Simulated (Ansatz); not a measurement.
# Geometry relaxation of Ti8HO16 (part 2 of 3)

Continued. System: Ti8HO16 (defect cell, 25 atoms in the cell). Method: DFT PBEsol, scalar-relativistic, plane waves, PAW, PAW set soft_1, spin-polarised (Ansatz 0.2.0); cutoff 420 eV, 2×2×2 k-mesh, Gaussian smearing of 0.02 eV, collinear spins. The structure derives from a Materials Project entry. It belongs to a series of runs on one base structure; here: end point A relaxed.

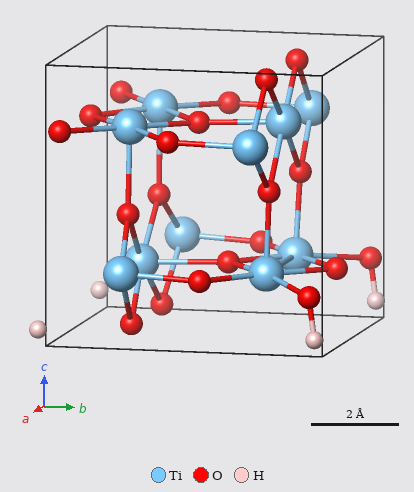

**Figure 1.** The geometry at step 8 of the log (ball-and-stick view of the cell of the calculation, seen slightly off an axis).

## The program's output, continued
```
relax step   2: F+E_penalty+E_count = -28811.84327110 eV  Δ(F+E_penalty+E_count) = -3.656e-1 eV  max|allowed force component| = 1.235e0 eV/Å  Δτ_max = 0.1062 Å  (11 SCF iters, dr2 threshold 1.00e-4 eV, accepted)
preconditioner: auto → Kerker (q_TF=auto, 2.601 Å⁻¹)  [metal: Δε(μ)=0.002 eV  Ē_g=9.529 eV  σ=0.020 eV  W_gap=0.07  n_scr=80 (ndim 8)  ℏωp=26.3 eV  f_vac=0.020  D(μ)=17.94/eV (n_scr^D=186)]
spin=Collinear: Kerker preconditioning applied to the charge; magnetization (m = ρ↑ − ρ↓) channel mixes plain (no charge-response kernel on spin).
preconditioner: auto → Resta (q_TF=auto, 2.601 Å⁻¹)  ε∞=8.6  [insulator: Δε(μ)=0.020 eV  Ē_g=9.533 eV  σ=0.020 eV  W_gap=0.52  n_scr=80 (ndim 8)  ℏωp=26.3 eV  f_vac=0.020  D(μ)=10.62/eV (n_scr^D=84)  ε∞_Penn≈8.6]
spin=Collinear: Resta preconditioning applied to the charge; magnetization (m = ρ↑ − ρ↓) channel mixes plain (no charge-response kernel on spin).
relax step   3: F+E_penalty+E_count = -28812.64015171 eV  Δ(F+E_penalty+E_count) = -7.969e-1 eV  max|allowed force component| = 2.925e0 eV/Å  Δτ_max = 0.1952 Å  (15 SCF iters, dr2 threshold 9.53e-5 eV, accepted)
preconditioner: auto → Kerker (q_TF=auto, 2.601 Å⁻¹)  [metal: Δε(μ)=0.002 eV  Ē_g=9.594 eV  σ=0.020 eV  W_gap=0.05  n_scr=80 (ndim 8)  ℏωp=26.3 eV  f_vac=0.021  D(μ)=10.52/eV (n_scr^D=84)]
spin=Collinear: Kerker preconditioning applied to the charge; magnetization (m = ρ↑ − ρ↓) channel mixes plain (no charge-response kernel on spin).
preconditioner: auto → Resta (q_TF=auto, 2.601 Å⁻¹)  ε∞=8.5  [insulator: Δε(μ)=0.023 eV  Ē_g=9.580 eV  σ=0.020 eV  W_gap=0.58  n_scr=80 (ndim 8)  ℏωp=26.3 eV  f_vac=0.021  D(μ)=10.29/eV (n_scr^D=80)  ε∞_Penn≈8.5]
spin=Collinear: Resta preconditioning applied to the charge; magnetization (m = ρ↑ − ρ↓) channel mixes plain (no charge-response kernel on spin).
  greatest PAW one-centre occupation: 0.998 electrons in one spin orbital (limit 2), on the Ti atom at site 13 (counted from 0), in its partial waves of l = 0
relax step   4: F+E_penalty+E_count = -28813.30991990 eV  Δ(F+E_penalty+E_count) = -6.698e-1 eV  max|allowed force component| = 1.577e0 eV/Å  Δτ_max = 0.1984 Å  (11 SCF iters, dr2 threshold 1.00e-4 eV, accepted)
preconditioner: auto → Kerker (q_TF=auto, 2.601 Å⁻¹)  [metal: Δε(μ)=0.010 eV  Ē_g=9.602 eV  σ=0.020 eV  W_gap=0.27  n_scr=80 (ndim 8)  ℏωp=26.3 eV  f_vac=0.018  D(μ)=9.32/eV (n_scr^D=80)]
spin=Collinear: Kerker preconditioning applied to the charge; magnetization (m = ρ↑ − ρ↓) channel mixes plain (no charge-response kernel on spin).
relax step   5: F+E_penalty+E_count = -28813.67364846 eV  Δ(F+E_penalty+E_count) = -3.637e-1 eV  max|allowed force component| = 4.845e-1 eV/Å  Δτ_max = 0.2000 Å  (9 SCF iters, dr2 threshold 1.00e-4 eV, accepted)
preconditioner: auto → Kerker (q_TF=auto, 2.601 Å⁻¹)  [metal: Δε(μ)=0.006 eV  Ē_g=9.604 eV  σ=0.020 eV  W_gap=0.17  n_scr=80 (ndim 8)  ℏωp=26.3 eV  f_vac=0.018  D(μ)=10.13/eV (n_scr^D=80)]
spin=Collinear: Kerker preconditioning applied to the charge; magnetization (m = ρ↑ − ρ↓) channel mixes plain (no charge-response kernel on spin).
preconditioner: auto → Resta (q_TF=auto, 2.601 Å⁻¹)  ε∞=8.5  [insulator: Δε(μ)=0.020 eV  Ē_g=9.607 eV  σ=0.020 eV  W_gap=0.51  n_scr=80 (ndim 8)  ℏωp=26.3 eV  f_vac=0.018  D(μ)=9.13/eV (n_scr^D=80)  ε∞_Penn≈8.5]
spin=Collinear: Resta preconditioning applied to the charge; magnetization (m = ρ↑ − ρ↓) channel mixes plain (no charge-response kernel on spin).
relax step   6: F+E_penalty+E_count = -28813.70359446 eV  Δ(F+E_penalty+E_count) = -2.995e-2 eV  max|allowed force component| = 3.771e-1 eV/Å  Δτ_max = 0.1804 Å  (12 SCF iters, dr2 threshold 2.21e-5 eV, accepted)
preconditioner: auto → Resta (q_TF=auto, 2.601 Å⁻¹)  ε∞=8.5  [insulator: Δε(μ)=0.035 eV  Ē_g=9.622 eV  σ=0.020 eV  W_gap=0.78  n_scr=80 (ndim 8)  ℏωp=26.3 eV  f_vac=0.018  D(μ)=6.28/eV (n_scr^D=30)  ε∞_Penn≈8.5]
spin=Collinear: Resta preconditioning applied to the charge; magnetization (m = ρ↑ − ρ↓) channel mixes plain (no charge-response kernel on spin).
relax step   7: F+E_penalty+E_count = -28813.75051095 eV  Δ(F+E_penalty+E_count) = -4.692e-2 eV  max|allowed force component| = 4.019e-1 eV/Å  Δτ_max = 0.0850 Å  (11 SCF iters, dr2 threshold 1.34e-5 eV, accepted)
preconditioner: auto → Resta (q_TF=auto, 2.601 Å⁻¹)  ε∞=8.5  [insulator: Δε(μ)=0.028 eV  Ē_g=9.637 eV  σ=0.020 eV  W_gap=0.68  n_scr=80 (ndim 8)  ℏωp=26.3 eV  f_vac=0.018  D(μ)=7.57/eV (n_scr^D=48)  ε∞_Penn≈8.5]
spin=Collinear: Resta preconditioning applied to the charge; magnetization (m = ρ↑ − ρ↓) channel mixes plain (no charge-response kernel on spin).
relax step   8: F+E_penalty+E_count = -28813.77496267 eV  Δ(F+E_penalty+E_count) = -2.445e-2 eV  max|allowed force component| = 8.405e-2 eV/Å  Δτ_max = 0.0372 Å  (8 SCF iters, dr2 threshold 9.78e-5 eV, accepted)
preconditioner: auto → Resta (q_TF=auto, 2.601 Å⁻¹)  ε∞=8.4  [insulator: Δε(μ)=0.024 eV  Ē_g=9.649 eV  σ=0.020 eV  W_gap=0.60  n_scr=80 (ndim 8)  ℏωp=26.3 eV  f_vac=0.018  D(μ)=8.48/eV (n_scr^D=72)  ε∞_Penn≈8.4]
spin=Collinear: Resta preconditioning applied to the charge; magnetization (m = ρ↑ − ρ↓) channel mixes plain (no charge-response kernel on spin).
relax step   9: F+E_penalty+E_count = -28813.77817329 eV  Δ(F+E_penalty+E_count) = -3.211e-3 eV  max|allowed force component| = 4.887e-2 eV/Å  Δτ_max = 0.0290 Å  (15 SCF iters, accepted)
preconditioner: auto → Resta (q_TF=auto, 2.601 Å⁻¹)  ε∞=8.4  [insulator: Δε(μ)=0.021 eV  Ē_g=9.652 eV  σ=0.020 eV  W_gap=0.53  n_scr=80 (ndim 8)  ℏωp=26.3 eV  f_vac=0.018  D(μ)=8.68/eV (n_scr^D=72)  ε∞_Penn≈8.4]
spin=Collinear: Resta preconditioning applied to the charge; magnetization (m = ρ↑ − ρ↓) channel mixes plain (no charge-response kernel on spin).
relax step  10: F+E_penalty+E_count = -28813.77858642 eV  Δ(F+E_penalty+E_count) = -4.131e-4 eV  max|allowed force component| = 4.766e-2 eV/Å  Δτ_max = 0.0063 Å  (13 SCF iters, accepted)
preconditioner: auto → Resta (q_TF=auto, 2.601 Å⁻¹)  ε∞=8.4  [insulator: Δε(μ)=0.021 eV  Ē_g=9.650 eV  σ=0.020 eV  W_gap=0.53  n_scr=80 (ndim 8)  ℏωp=26.3 eV  f_vac=0.018  D(μ)=8.61/eV (n_scr^D=72)  ε∞_Penn≈8.4]
spin=Collinear: Resta preconditioning applied to the charge; magnetization (m = ρ↑ − ρ↓) channel mixes plain (no charge-response kernel on spin).
relax step  11: F+E_penalty+E_count = -28813.77867774 eV  Δ(F+E_penalty+E_count) = -9.131e-5 eV  max|allowed force component| = 1.012e-2 eV/Å  Δτ_max = 0.0035 Å  (12 SCF iters, accepted)
Magnetization: 0.2311 μB (96.6156 up, 96.3844 down)
Absolute magnetization: 0.8793 μB (∫|ρ↑−ρ↓|, with the PAW one-centre terms)
Spin contamination: 0.3277 ħ² per cell (⟨S²⟩ above its minimum at these occupations)
Per-site moments (μB) at R_I (Å): [(0.06098263695381154, 0.7828113537907828), (0.04626342657462644, 0.7724931889529518), (0.030044050258575792, 0.806669616019526), (0.08396722642899679, 0.7806193467506566), (-0.004963429779706192, 0.7829460232324098), (9.647674880258217e-5, 0.8082861213792789), (0.002082637521620219, 0.7954448813967222), (-0.0023116226495828443, 0.774028555264584), (-0.007613448157773413, 0.8000541255126213), (-0.0003036970308370207, 0.8159262117798564), (0.0017321810695222007, 0.7888913891370062), (-0.004749641745374387, 0.7724931889529518), (-0.08101866762244524, 0.7954395057673606), (-0.08643494230171046, 0.7888913891370062), (0.08395354946647948, 0.7806044891231705), (0.03005775653280367, 0.806871582618162), (0.002081492699744795, 0.7954395057673606), (-0.002173811131720664, 0.41240104936364386), (-0.004961351078450418, 0.7828113537907828), (0.000700542941491913, 0.806669616019526), (0.0009390357351347163, 0.8082921340315433), (-0.0022398232563004637, 0.7806044891231705), (-0.004751441644570871, 0.772616060471697), (0.0017320790165452904, 0.7889125117055211), (-4.5427239400601716e-5, 0.41240104936364386)]
Free energy (F): -28813.778678 eV
Harris-Foulkes:  -28813.778678 eV  (|F-HF|=1.57e-9)
Internal energy: -28813.776981 eV  (E = F + TS)
E sigma→0 (E₀):  -28813.777830 eV
Entropy (-TS):   -0.001696 eV (-0.068 meV/atom)
Fermi energy:    10.635907 eV
--- Per-component energies (eV) ---
  E_band       = -1635.071361
  E_kinetic    = 4923.815330
  E_local      = -12953.507706  (includes V_loc(G=0)·N_el)
  E_nonlocal   = 1310.518699
  E_hartree    = 4878.599840
  E_xc         = -2064.018513
  E_vxc        = -2625.754129  (∫ρ·V_xc dr)
  E_paw        = -10628.456922  (= ΣΔE_a)
  E_vpaw       = -2047.353968  (= ΣTr[D̂ρ^β])
  E_aug_tail   = 0.010873  (compensation charges beyond the density's cutoff)
  E_ewald      = -14282.418266
[...]
  E_core_change = 1.679683  (= ΣΔE_core)
  E_smearing   = -0.001696  (= −TS)
  E_closure    = 0.000000  (closes the sum)
  Σ components = -28813.778678   (vs F -28813.778678, Δ=0.00e0)
--- Forces (eV/Å), atoms counted from 1 ---
  atom   1  Ti    -0.00012030    -0.00151445    -0.00457999
  atom   2  Ti    -0.00013163     0.00166596    -0.00090205
  atom   3  Ti    -0.00095095     0.00088515     0.00199600
  atom   4  Ti     0.00028235    -0.00196034    -0.00084691
  atom   5  O     -0.00110587     0.00014724    -0.00163827
  atom   6  O     -0.00014241     0.00300397     0.00253545
  atom   7  O      0.00003354     0.00181232     0.00081310
  atom   8  O      0.00011866     0.00375477     0.00045969
  atom   9  O     -0.00004317    -0.00074490     0.00201913
  atom  10  O     -0.00001438     0.00050185    -0.00609711
  atom  11  O      0.00071875     0.00119564     0.00016470
  atom  12  O     -0.00089784     0.00023237     0.00317292
  atom  13  Ti    -0.00016201    -0.00192281    -0.00062724
  atom  14  Ti     0.00030550    -0.00131198    -0.00133745
  atom  15  Ti    -0.00023535    -0.00156997    -0.00083517
  atom  16  Ti     0.00079545     0.00039664     0.00258131
  atom  17  O     -0.00001401     0.00176528     0.00082151
  atom  18  O     -0.00000637    -0.00265388    -0.01011778
  atom  19  O      0.00117418     0.00027111    -0.00170701
  atom  20  O     -0.00001521    -0.00184055     0.00067457
  atom  21  O      0.00011435    -0.00196706     0.00075097
  atom  22  O      0.00017387     0.00049998    -0.00051934
  atom  23  O      0.00097948     0.00025925     0.00316322
  atom  24  O     -0.00079346     0.00119533     0.00000551
  atom  25  H     -0.00006282    -0.00210055     0.01005038
  max |Σ_I F_I| component: 3.86e-7 eV/Å
--- Relaxed structure (11 steps of the walk, 11 accepted, 0 SCFs on fresh bases) ---
  F+E_penalty+E_count = -28813.77867774 eV   max|allowed force component| = 1.012e-2 eV/Å
  atoms:
    - { symbol: Ti, position: [0.5004456413386034, 0.23500644551801772, 0.23576466892234532] }
    - { symbol: Ti, position: [0.0004456170066389414, 0.2713211310376928, 0.2708811855875952] }
    - { symbol: Ti, position: [0.25196568613495757, 0.24629156855918097, 0.7535618774340248] }
    - { symbol: Ti, position: [0.26163913915241266, 0.7392121194139302, 0.24958364385747944] }
    - { symbol: O, position: [0.25237129644975353, 0.25328434685367845, 0.05502333582217778] }
    - { symbol: O, position: [0.5004174858118805, 0.44195928005797075, 0.7427663198879867] }
    - { symbol: O, position: [0.24638434247322447, 0.7531901975313899, 0.5444365359736117] }
    - { symbol: O, position: [0.00040927366221494454, 0.556015813136807, 0.250823327251135] }
    - { symbol: O, position: [0.5004112596274328, 0.9400942146033651, 0.24281802800399926] }
    - { symbol: O, position: [0.00041787634571312655, 0.04988819761129307, 0.766881347552116] }
    - { symbol: O, position: [0.2515602857978483, 0.742264934085165, 0.9416676268239529] }
    - { symbol: O, position: [0.24824841794550553, 0.24187050889327644, 0.44418412544088476] }
    - { symbol: Ti, position: [0.00040662032483869344, 0.7393689452521581, 0.7350666313839239] }
    - { symbol: Ti, position: [0.5004039667085368, 0.7474184077796885, 0.7574592173954825] }
    - { symbol: Ti, position: [0.7391747309687012, 0.7391915964041741, 0.24958300595537747] }
    - { symbol: Ti, position: [0.7488248322484409, 0.24642616949414484, 0.7535230426644255] }
    - { symbol: O, position: [0.7544333156612467, 0.7531913063666499, 0.5444350035390655] }
    - { symbol: O, position: [0.00040683770534429226, 0.9528145261790442, 0.20910232483992833] }
    - { symbol: O, position: [0.7484398385362699, 0.25328220666317963, 0.05501245773173556] }
    - { symbol: O, position: [0.5004050850642959, 0.05141948403696525, 0.75114757211822] }
    - { symbol: O, position: [0.00040281821042038174, 0.44143434627556055, 0.7427669340317199] }
    - { symbol: O, position: [0.5004009777886221, 0.5489193519633885, 0.2517420743375475] }
    - { symbol: O, position: [0.7525683307514213, 0.2418723462711422, 0.4441717738416802] }
    - { symbol: O, position: [0.7492574323318105, 0.7422687374971295, 0.9416692195622101] }
    - { symbol: H, position: [1.0003910919538666, 0.9727103185150086, 1.0583502200413775] }
```

## Trajectory as extended XYZ (Å, eV, eV/Å), 11 frames, from step=1 to step=11
```
25
Lattice="5.9463 0.0000 0.0000 0.0000 6.5747 0.0000 0.0000 0.0000 6.5748" Properties=species:S:1:pos:R:3:forces:R:3 step=1 energy=-28811.47763
Ti    2.9732    1.6437    1.6750    0.0075   0.0227   0.0726
Ti    0.0000    1.6437    1.6124   -0.0116   0.8828   0.1649
Ti    1.4866    1.6437    4.9311    0.3456   0.4245  -0.1008
Ti    1.4866    4.9311    1.6437    1.0481  -0.7581   0.9222
O     1.4857    1.6437    0.3611   -0.1845  -0.1272   0.1256
O     2.9732    2.9264    4.9336   -0.0150  -0.1259   0.0421
O     1.4875    4.9311    3.6485    0.1745   0.0499  -0.3014
O     0.0000    3.6483    1.6462    0.0138   0.1415  -0.0865
O     2.9732    6.2138    1.6412   -0.0172  -0.0725  -0.0473
O     0.0000    0.3609    4.9286    0.0258  -0.1273   0.4602
O     1.4857    4.9311    6.2137   -0.1207   0.2347   0.8790
O     1.4875    1.6437    2.9263   -0.0788  -0.0728  -0.1761
Ti    0.0000    4.9311    4.9624   -0.1844  -0.7403  -1.6004
Ti    2.9732    4.9311    4.8998    0.1162   0.1187  -0.7105
Ti    4.4597    4.9311    1.6437   -1.0136  -0.7183   0.7124
Ti    4.4597    1.6437    4.9311   -0.3394   0.4105  -0.0685
O     4.4589    4.9311    3.6485   -0.1694   0.0528  -0.2813
O     0.0000    6.2138    1.6462    0.0514   0.0656  -1.2116
O     4.4606    1.6437    0.3611    0.1823  -0.1189   0.1310
O     2.9732    0.3609    4.9336   -0.0104   0.1441  -0.0086
O     0.0000    2.9264    4.9286    0.0074  -0.3608   0.0974
O     2.9732    3.6483    1.6412   -0.0229   0.1533  -0.0708
O     4.4589    1.6437    2.9263    0.0813  -0.0757  -0.1747
O     4.4606    4.9311    6.2137    0.0208   0.1420   0.7711
H     6.0072    5.9220    6.5250    0.0932   0.4548   0.4599
25
Lattice="5.9463 0.0000 0.0000 0.0000 6.5747 0.0000 0.0000 0.0000 6.5748" Properties=species:S:1:pos:R:3:forces:R:3 step=2 energy=-28811.84327
Ti    2.9731    1.6235    1.6778    0.0054  -0.1158  -0.0623
Ti   -0.0003    1.6553    1.6130   -0.0104   0.6544   0.0523
Ti    1.4926    1.6551    4.9323    0.3008   0.2795   0.0209
Ti    1.5075    4.9044    1.6651    0.4448  -0.3919   0.4479
O     1.4818    1.6313    0.3652   -0.0313  -0.0079   0.0235
O     2.9720    2.9398    4.9399   -0.0163  -0.1405  -0.0080
O     1.5004    4.9329    3.6457   -0.0712   0.0417  -0.2883
O     0.0006    3.6519    1.6487    0.0006  -0.1633   0.0494
O     2.9728    6.1978    1.6463   -0.0071  -0.0621   0.0089
O    -0.0004    0.3633    4.9695    0.0299  -0.4731   0.4883
O     1.4711    4.9552    6.2344   -0.2862   0.1808   0.1933
O     1.4841    1.6298    2.9238   -0.1176  -0.0772   0.0173
Ti   -0.0053    4.9184    4.9339   -0.1605  -0.7181  -0.9529
Ti    2.9725    4.9462    4.9031    0.0857   0.0998   0.0892
Ti    4.4403    4.9058    1.6574   -0.4140  -0.3493   0.2391
Ti    4.4519    1.6544    4.9335   -0.2940   0.2589   0.0532
O     4.4410    4.9336    3.6406    0.0945   0.0543  -0.2017
O     0.0025    6.1998    1.5409    0.0557   0.1294  -1.2348
O     4.4640    1.6321    0.3657    0.0293  -0.0050   0.0227
O     2.9718    0.3741    4.9334   -0.0027   0.0201  -0.0374
O    -0.0012    2.9152    4.9359    0.0079   0.0321  -0.0383
O     2.9735    3.6195    1.6502   -0.0237   0.2268  -0.1088
O     4.4618    1.6291    2.9244    0.1217  -0.0811   0.0102
O     4.4687    4.9472    6.2310    0.1042   0.0401   0.1104
H     6.0273    6.0031    6.5109    0.1545   0.5673   1.1059
25
Lattice="5.9463 0.0000 0.0000 0.0000 6.5747 0.0000 0.0000 0.0000 6.5748" Properties=species:S:1:pos:R:3:forces:R:3 step=3 energy=-28812.64015
Ti    2.9732    1.6008    1.6817    0.0033  -0.4017  -0.2082
Ti   -0.0005    1.6836    1.6102   -0.0114   0.6040  -0.0049
Ti    1.5019    1.6626    4.9353   -0.0042  -0.1777   0.1542
Ti    1.5340    4.8726    1.6846    0.1412  -0.1573  -0.4879
O     1.4790    1.6279    0.3699    0.1617   0.1645  -0.0330
O     2.9703    2.9486    4.9389   -0.0138  -0.1155  -0.0660
O     1.5155    4.9365    3.6296   -0.4407   0.0459  -0.1447
O     0.0010    3.6591    1.6567   -0.0237  -0.5171   0.2162
O     2.9723    6.1800    1.6459    0.0069   0.0637   0.0720
O     0.0000    0.3455    5.0561    0.0076  -0.4018   0.0079
O     1.4389    4.9849    6.2520    0.1682  -0.4017  -0.8751
O     1.4762    1.6069    2.9215   -0.1389  -0.0622   0.1510
Ti   -0.0157    4.8817    4.8778   -0.0269  -0.1716   0.5036
Ti    2.9698    4.9601    4.9048   -0.0145   0.1613   1.2404
Ti    4.4160    4.8769    1.6628   -0.0883  -0.0910  -0.6151
Ti    4.4409    1.6604    4.9385    0.0106  -0.2061   0.1825
O     4.4162    4.9388    3.6172    0.4682   0.0654   0.0080
O     0.0075    6.1923    1.3512    0.1719   0.5110  -1.9828
O     4.4662    1.6292    0.3713   -0.1641   0.1601  -0.0463
O     2.9701    0.3835    4.9325    0.0127  -0.1859  -0.0547
O    -0.0028    2.8906    4.9309    0.0034   0.6022  -0.1966
O     2.9739    3.5905    1.6498   -0.0224   0.3150  -0.0679
O     4.4696    1.6047    2.9230    0.1446  -0.0689   0.1299
O     4.4842    4.9565    6.2408   -0.2128  -0.3804  -0.8070
H     6.0665    6.1444    6.6398   -0.1389   0.6459   2.9246
```
